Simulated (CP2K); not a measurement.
Consider Cu₄Au₃ (slab).

The calculation's input:

```
&GLOBAL
  PROJECT cu4au3_workfunction
  RUN_TYPE ENERGY_FORCE
  PRINT_LEVEL LOW
&END GLOBAL
&FORCE_EVAL
  METHOD QS
  &DFT
    BASIS_SET_FILE_NAME BASIS_MOLOPT_UZH
    POTENTIAL_FILE_NAME POTENTIAL_UZH
    &MGRID
      CUTOFF 500
      REL_CUTOFF 60
      NGRIDS 4
    &END MGRID
    &QS
      METHOD GPW
      EPS_DEFAULT 1.0E-10
    &END QS
    &KPOINTS
      SCHEME MONKHORST-PACK 9 9 1
      GAMMA_CENTERED T
      SYMMETRY T
      SYMMETRY_BACKEND SPGLIB
    &END KPOINTS
    &SCF
      SCF_GUESS ATOMIC
      EPS_SCF 1.0E-6
      MAX_SCF 100
      ADDED_MOS 41
      CHOLESKY OFF
      EPS_EIGVAL 1.0E-7
      &DIAGONALIZATION ON
        ALGORITHM STANDARD
      &END DIAGONALIZATION
      &MIXING ON
        METHOD BROYDEN_MIXING
        ALPHA 0.2
        BETA 1.5
        NBUFFER 8
      &END MIXING
      &SMEAR ON
        METHOD FERMI_DIRAC
        ELECTRONIC_TEMPERATURE [K] 580.226
      &END SMEAR
    &END SCF
    &XC
      &XC_FUNCTIONAL
        &GGA_X_PBE
        &END GGA_X_PBE
        &GGA_C_PBE
        &END GGA_C_PBE
      &END XC_FUNCTIONAL
    &END XC
    &PRINT
      &KPOINTS ON
      &END KPOINTS
      &MULLIKEN ON
      &END MULLIKEN
      &MO ON
        ENERGIES T
        OCCUPATION_NUMBERS T
        &EACH
          QS_SCF 0
        &END EACH
        ADD_LAST NUMERIC
      &END MO
      &LOWDIN ON
      &END LOWDIN
      &HIRSHFELD ON
        SHAPE_FUNCTION DENSITY
      &END HIRSHFELD
      &E_DENSITY_CUBE ON
        STRIDE 2
      &END E_DENSITY_CUBE
      &V_HARTREE_CUBE ON
        STRIDE 2
      &END V_HARTREE_CUBE
      &ELF_CUBE ON
        STRIDE 2
      &END ELF_CUBE
    &END PRINT
  &END DFT
  &SUBSYS
    &CELL
      A 2.8000000000 0.0000000000 0.0000000000
      B 0.0000000000 2.8000000000 0.0000000000
      C 0.0000000000 0.0000000000 26.0100000000
      PERIODIC XYZ
    &END CELL
    &COORD
      SCALED
      Cu  0.5000000000 0.5000000000 0.2883506344
      Au  0.0000000000 0.0000000000 0.3589004229
      Cu  0.5000000000 0.5000000000 0.4294502115
      Au  0.0000000000 0.0000000000 0.5000000000
      Cu  0.5000000000 0.5000000000 0.5705497885
      Au  0.0000000000 0.0000000000 0.6410995771
      Cu  0.5000000000 0.5000000000 0.7116493656
    &END COORD
    &KIND Cu
      BASIS_SET TZVP-MOLOPT-PBE-GTH-q11
      POTENTIAL GTH-PBE-q11
    &END KIND
    &KIND Au
      BASIS_SET TZVP-MOLOPT-PBE-GTH-q11
      POTENTIAL GTH-PBE-q11
    &END KIND
    &PRINT
      &ATOMIC_COORDINATES ON
      &END ATOMIC_COORDINATES
      &CELL ON
      &END CELL
    &END PRINT
  &END SUBSYS
  &PRINT
    &FORCES ON
    &END FORCES
  &END PRINT
&END FORCE_EVAL
```

Launched as:

```sh
OMP_NUM_THREADS=1 mpirun -n 2 cp2k.psmp -i cu4au3_workfunction.inp -o cu4au3_workfunction.out
```

Not relaxed (largest force 0.3 eV/Å).

Method: Kohn-Sham DFT of a periodic cell, PBE, GTH-PBE with UZH-TZVP basis (CP2K).

Question: What will maps of the electron localisation function show?

Answer: Cu–Au (2.70 Å): the ELF is about 0.25 at the midpoint; no localised pair shows between them.

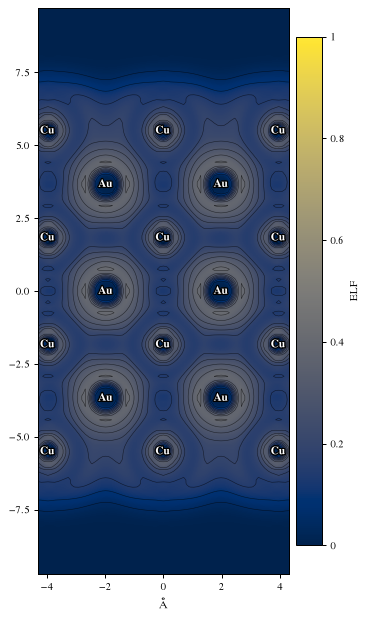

Computed electron localisation function on the (11̄0) plane of the calculation cell, a cut from vacuum to vacuum. 

In a pseudopotential calculation such maps are meaningful between the atoms, not at the nuclei.
